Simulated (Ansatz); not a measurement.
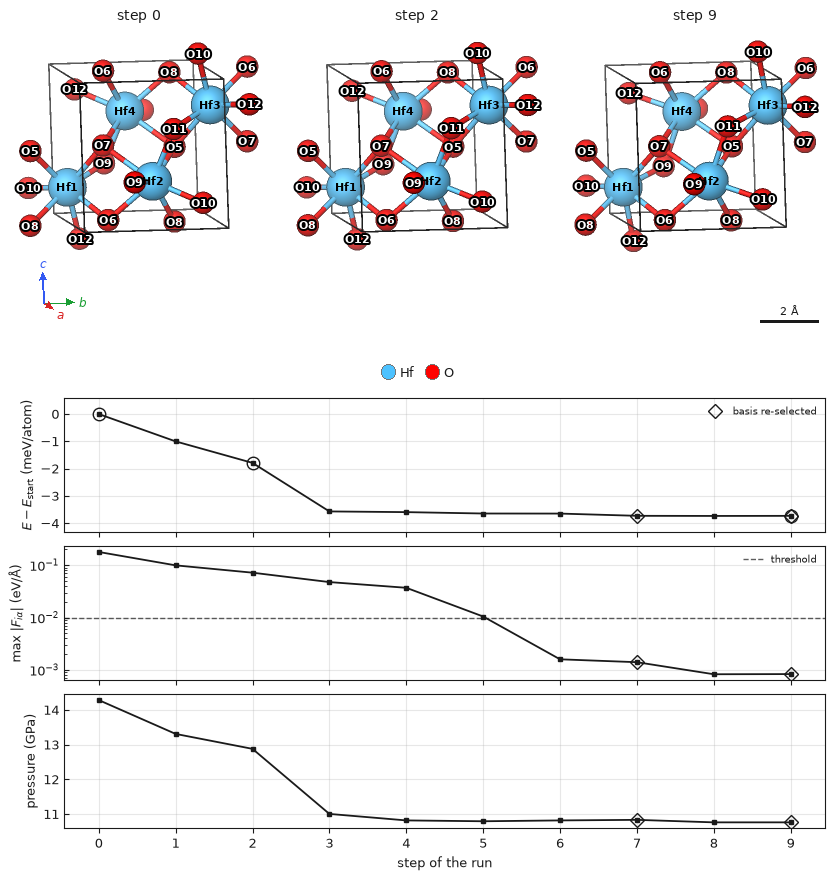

Frames of a relaxation of solid HfO2 (set up in P2_1/c), marked on the history of the run. Style: ball-and-stick. Shown: the cell of the calculation, slightly off an axis.

Case: volume × 0.94, shape and atoms relaxed.

The calculation used Ansatz 0.2.0, DFT PBE, scalar-relativistic, plane waves, PAW.

Input
```yaml
crystal:
  lattice:
    - [5.0442001929, 0.0, 0.0022950855]
    - [0.0, 5.1441640065, 0.0]
    - [-0.8439272281, 0.0, 5.1409375161]
  atoms:
    - { symbol: Hf, position: [0.2770291568, 0.0418942858, 0.2082958664] }
    - { symbol: Hf, position: [0.7229708432, 0.5418942858, 0.2917041336] }
    - { symbol: Hf, position: [0.7229708432, 0.9581057142, 0.7917041336] }
    - { symbol: Hf, position: [0.2770291568, 0.4581057142, 0.7082958664] }
    - { symbol: O, position: [0.4456968012, 0.7589769775, 0.4812322962] }
    - { symbol: O, position: [0.5543031988, 0.2589769775, 0.0187677038] }
    - { symbol: O, position: [0.5543031988, 0.2410230225, 0.5187677038] }
    - { symbol: O, position: [0.4456968012, 0.7410230225, 0.9812322962] }
    - { symbol: O, position: [0.0747898391, 0.3435642078, 0.3351706397] }
    - { symbol: O, position: [0.9252101609, 0.8435642078, 0.1648293603] }
    - { symbol: O, position: [0.9252101609, 0.6564357922, 0.6648293603] }
    - { symbol: O, position: [0.0747898391, 0.1564357922, 0.8351706397] }
basis:
  ecutwfc: 420
kpoints:
  mp_grid: { grid: [6, 6, 6] }
hamiltonian:
  xc: pbe
scf:
  occupations: { method: gaussian, width: 0.02 }
output:
  forces: true
  stress: true
  eigenvalues: true
relax:
  adjacent_minimum: "off"
  f_tol: 0.01
  max_steps: 30
  cell: { stress_tol: 0.1, fix: [volume] }
```

Command:
```bash
ansatz run input.yaml --threads 4 --pin off --max-ram 10240MiB --backend cpu --events-out ev --progress --plain --runs-dir out
```

**What happens along the run?**

The largest moves relative to the cell, 0.14 Å, are those of O9, O10, O11 and O12. O9 goes along [1 2 −2]. By element the largest moves are O 0.14 Å, Hf 0.01 Å. The drawn cell changes at constant volume: a 5.044 → 5.029 Å (−0.3 %), b 5.144 → 5.199 Å (+1.1 %), c 5.210 → 5.159 Å (−1.0 %), β 99.3° → 98.5°. Among the contacts that change: Hf1–O12 2.127 → 2.162 Å, Hf1–Hf3 3.396 → 3.363 Å, Hf1–O9 2.026 → 2.051 Å, Hf1–O6 2.150 → 2.173 Å. Bond angles that change, for instance: Hf1–O12–Hf4 108.5° → 106.5°. The space group stays P2_1/c (No. 14). The energy falls by 3.7 meV per atom in 7 accepted moves (9 points after the start). Largest force component: 0.18 eV/Å at the start, 0.00083 eV/Å at the end. Pressure: 14.28 GPa at the start and 10.76 GPa at the end. The SCF was repeated twice at an unchanged geometry on a basis and grid sized afresh for the cell, which shifted the energy by 0.1 meV per atom at most. Cost: 2.4 min on 4 threads of Oxide Virtual Turin-like Processor (Zen 5), on a shared host, peak memory 1.1 GiB. From step 0 to 2: O atoms move most (0.04 Å), energy −1.8 meV per atom. From step 2 to 9: O atoms move most (0.10 Å), energy −1.9 meV per atom.
